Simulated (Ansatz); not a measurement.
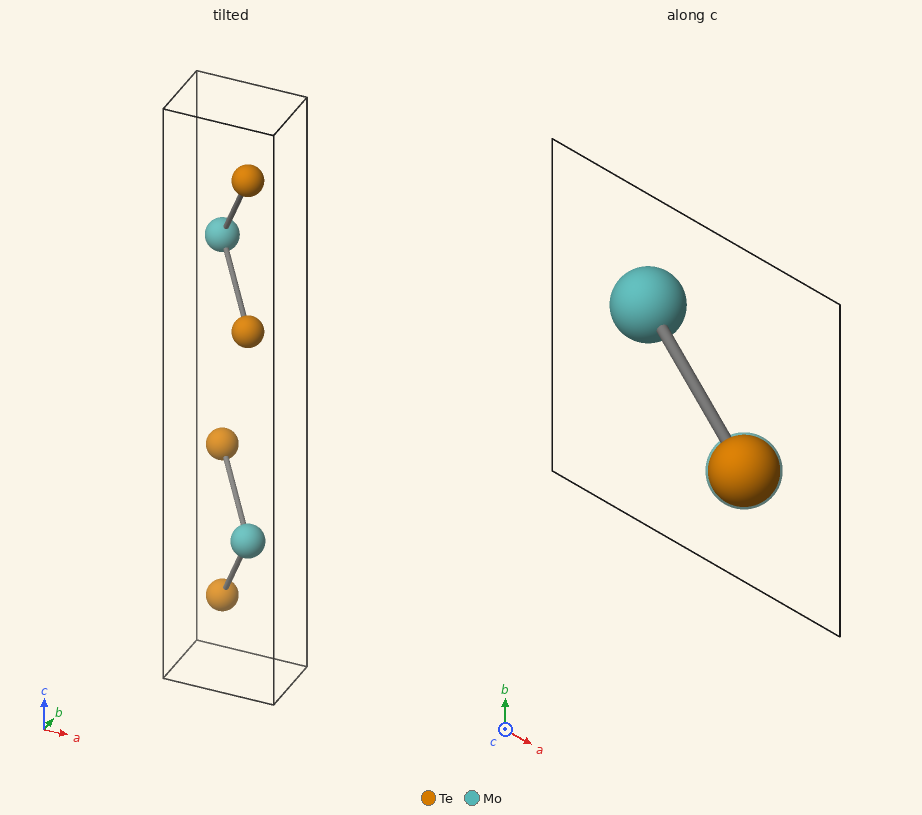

Structure drawing (ball-and-stick), viewed slightly off an axis and along the c axis. The lines enclose the unit cell; boundary atoms appear with their images. Cell: a = 3.50 Å, b = 3.50 Å, c = 13.70 Å, α = 90.00°, β = 90.00°, γ = 120.00°.

The structure comes from a structure listed in the Materials Project. Earlier steps of the study may have refined or changed the cell and positions. It was the input of a calculation with Ansatz.

**What can be read from this drawing?**

The structure is one of Te$_{2}$Mo. Within 0.01 Å the space group is P6_3/mmc (No. 194), primitive hexagonal: 2H molybdenite (MoS₂) type. It has 6 atoms to the cell (4 Te, 2 Mo). Each Te atom is coordinated by three Mo in a trigonal pyramidal arrangement at about 2.7 Å. Mo is coordinated by six Te in a trigonal prismatic arrangement at about 2.7 Å. The bonds build Te2Mo layers parallel to (001).

Theory: DFT r2SCAN, scalar-relativistic, plane waves, PAW in Ansatz. Numerical settings: wavefunction cutoff 500 eV, Brillouin-zone sampling on a 9×9×2 mesh, Gaussian smearing of 0.02 eV, no spin polarisation.

**What is the band gap, if any?**

A semiconductor at this level, with a gap of 0.71 eV, indirect.

**How are the electrons shared out in a Bader analysis?**

Te -0.33 e; Mo +0.66 e.

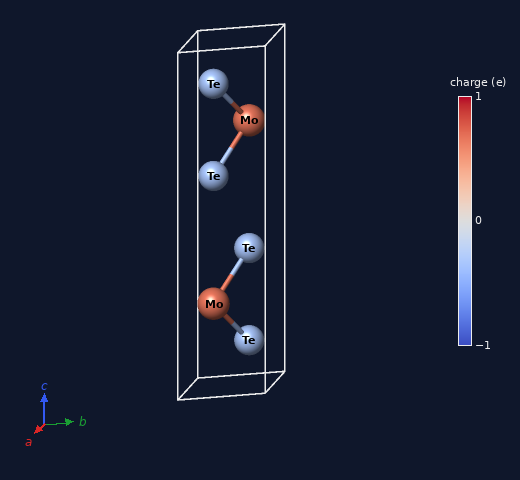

The atoms coloured by those charges. The run's cell of 6 atoms is drawn.

**Are forces and stress small enough to call this relaxed?**

No. The largest force is 0.28 eV/Å, on Te. The pressure is 3.1 GPa, so the cell would expand.
